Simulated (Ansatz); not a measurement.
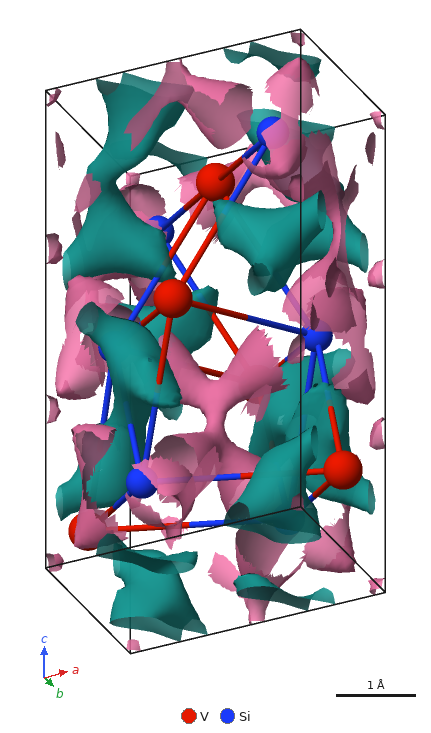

*VSi₂. Density of the crystal less the sum of free-atom densities: teal surfaces at +0.04 and pink ones at −0.04 e/Å³, in the conventional cell seen at an oblique angle (the regions close to the nuclei are left out). Cores are masked to 0.9 Å (V) and 0.8 Å (Si).*

Space group P6_222; the calculation finds a residual pressure of about 4 GPa at this fixed cell; computed without spin polarisation. The cell comes from a database of computed structures, not from a measurement.

Computed with DFT PBE, scalar-relativistic, plane waves, PAW in Ansatz 0.2.0.

In a PAW calculation such maps are meaningful between the atoms, not at the nuclei.

Where does charge go when the atoms form this crystal?

Si–Si (2.46 Å): Δρ is +0.06 e/Å³ at the midpoint.
- Si–V (2.49 Å): Δρ is +0.05 e/Å³ at the midpoint.
- V–V (3.09 Å): Δρ is +0.014 e/Å³ at the midpoint.
- Over the whole cell, outside the masked cores, the largest gain, 0.06 e/Å³, lies 1.4 Å from a silicon nucleus and 1.5 Å from a vanadium one, and the largest loss lies at the edge of the masked core of Si.
- The rearranged charge, half the integral of |Δρ|, is about 0.17 e an atom.
- Bader charges: V +0.80 and Si −0.40 e. Among metals such charges hang on how the charge between the atoms is shared out.

Does the calculation give a gap?

It is metallic at this level of theory.
